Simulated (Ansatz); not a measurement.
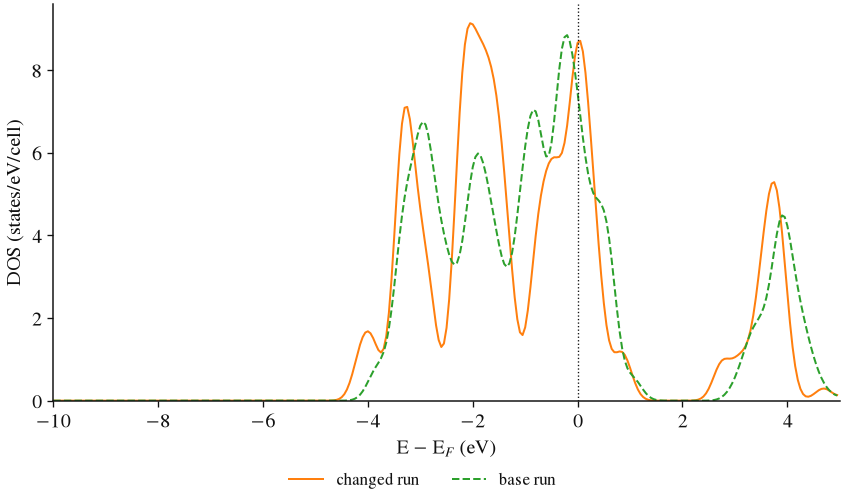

Densities of states of two runs on CaSe₂, space group P6_3/mmc (No. 194), 6 atoms in the cell, each from its own Fermi level, built from the levels of each run's k mesh with Gaussians 0.4 eV wide, which blur the band edges.

Base run: DFT with r2SCAN, PAW plane waves, no spin polarisation, 6×6×2 k mesh, 500 eV cutoff (Ansatz).

The second run changes scf.occupations.method from fermi_dirac to cold, scf.occupations.width from 0.0248 eV to 0.15 eV and kpoints.mp_grid.grid from [6, 6, 2] to [4, 4, 1].

**What do the changes do to the electronic structure?**

Both runs have no gap on their mesh. The coarser mesh has fewer levels, so its curve breaks up into taller, sparser peaks. The free energy falls by 35 meV an atom. The changed setting is too loose to trust, so the base run is the one to use.

On the base run: The structure was built from a prototype or by substitution, so it need not be a known phase. The atoms aren't at rest in this cell (largest force 2.5 eV/Å), so the relaxed material can differ.
